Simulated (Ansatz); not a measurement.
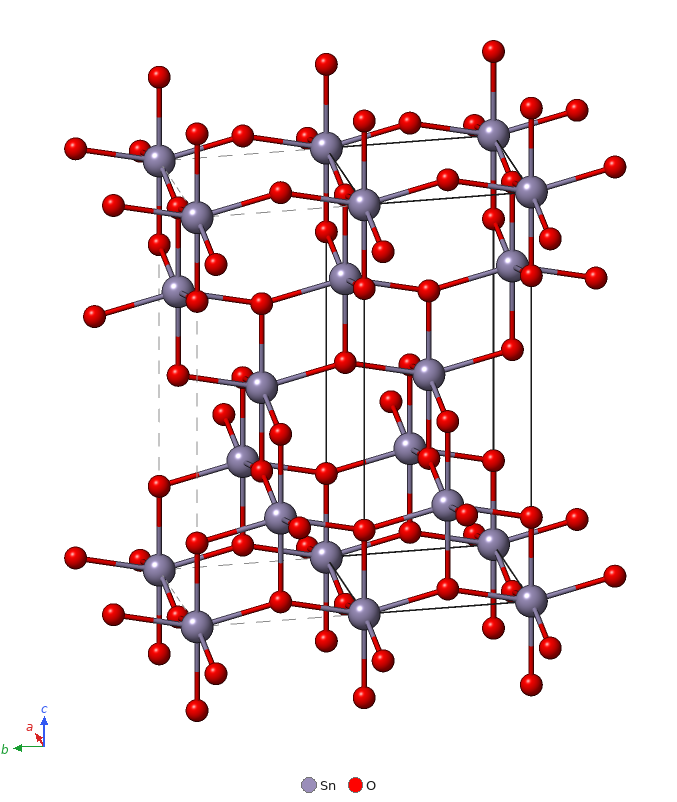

Structure drawing (ball-and-stick), viewed from a general direction. The drawing covers 1×2×1 cells, and the solid lines enclose one conventional unit cell. Some neighbours outside the box are added.

Caption:

The structure is one of SnO2. The structure has I4_1/amd (No. 141) symmetry and a body-centred tetragonal lattice. Prototype: anatase. It has 12 atoms to the cell (4 Sn, 8 O). The neighbours of Sn are six O. O is linked to three Sn. The bonds build a three-dimensional framework.

Starting structure: a structure listed in the Materials Project. It was relaxed at fixed volume with Ansatz 0.2.0, DFT PBEsol, scalar-relativistic, plane waves, PAW.

At this level of theory the cell isn't at rest (compressed, at 5 GPa), so its distances can differ from those at equilibrium, the more so the softer the solid.
